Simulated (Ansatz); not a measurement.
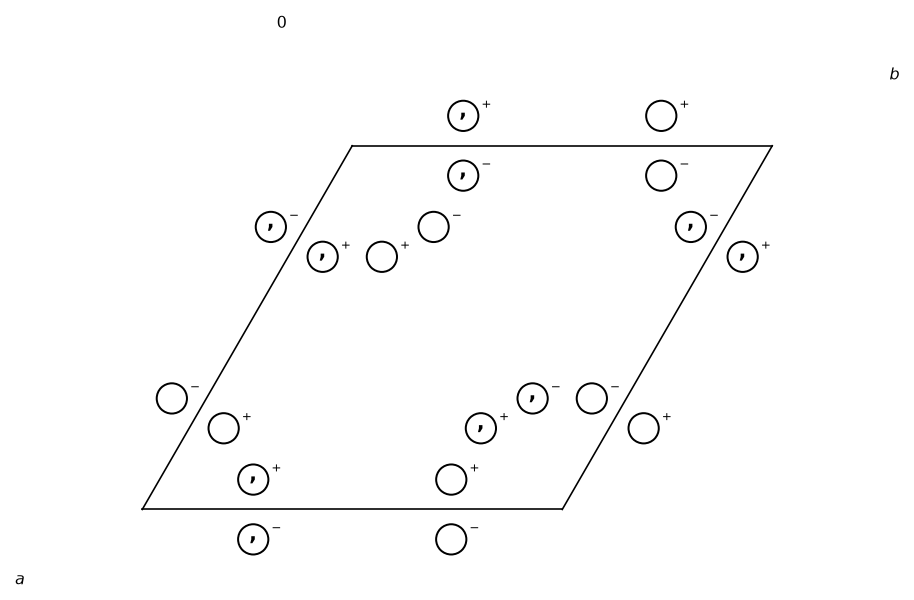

General positions of a space group, projected down c, computed from the operations of a computed or model structure of composition La2O3.

A circle is a general position, a comma marks the mirror image, + and − with a fraction give the height (along the projection axis: ½+ is ½ plus the coordinate, − is its negative), and a split circle stands for two positions above each other.

Q: Identify the space group.

A: No. 164, P-3m1; primitive trigonal (hexagonal lattice), point group -3m, 12 general positions a cell.

Q: Write the general positions (in any order).

A: x, y, z
−x, −y, −z
−y, x−y, z
y, −x+y, −z
−x+y, −x, z
x−y, x, −z
y, x, −z
−y, −x, z
x−y, −y, −z
−x+y, y, z
−x, −x+y, −z
x, x−y, z
